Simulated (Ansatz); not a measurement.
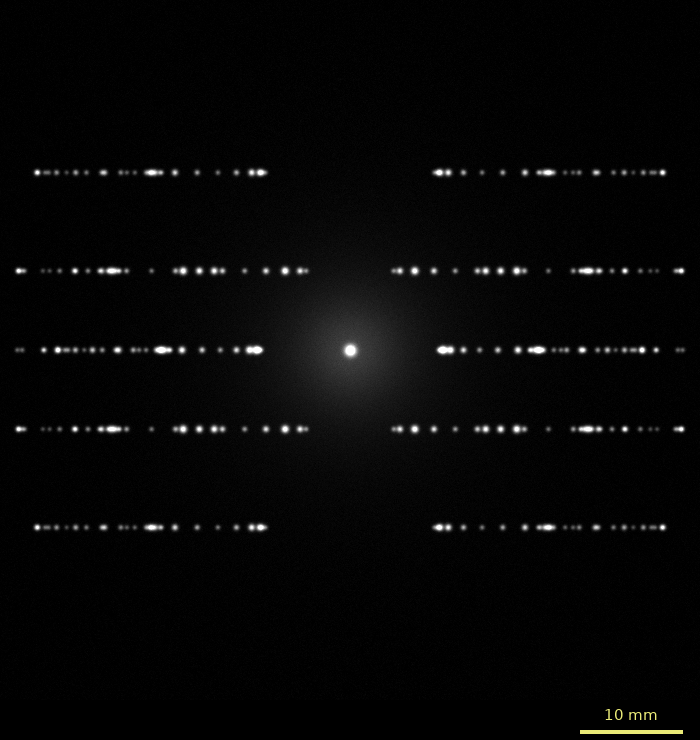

Simulated X-ray rotation photograph: Mo Kα radiation (λ = 0.7107 Å), cylindrical film of radius 30.0 mm unrolled, rotation axis vertical and normal to the beam, kinematic intensities without Lorentz or polarisation factors, the film spanning ±63° about the beam; spots down to d = 0.68 Å.

**Measure the layer lines and find the identity period along the axis.**

The first layer line lies 7.8 mm from the equator, so tan ν = 0.260, sin ν = 0.252 and the period is λ/sin ν = 2.82 Å. Further lines follow at 17.5 mm.

The crystal is Al, space group P6_3/mmc (No. 194), a = 2.823 Å, c = 9.255 Å (hexagonal axes). Structure: the input geometry of an electronic-structure calculation (not necessarily at equilibrium); the starting structure was generated, so it need not be a known form of this composition.

**About which axis was it rotated?**

About [100] (or an equivalent direction), whose length in the conventional cell is 2.823 Å.
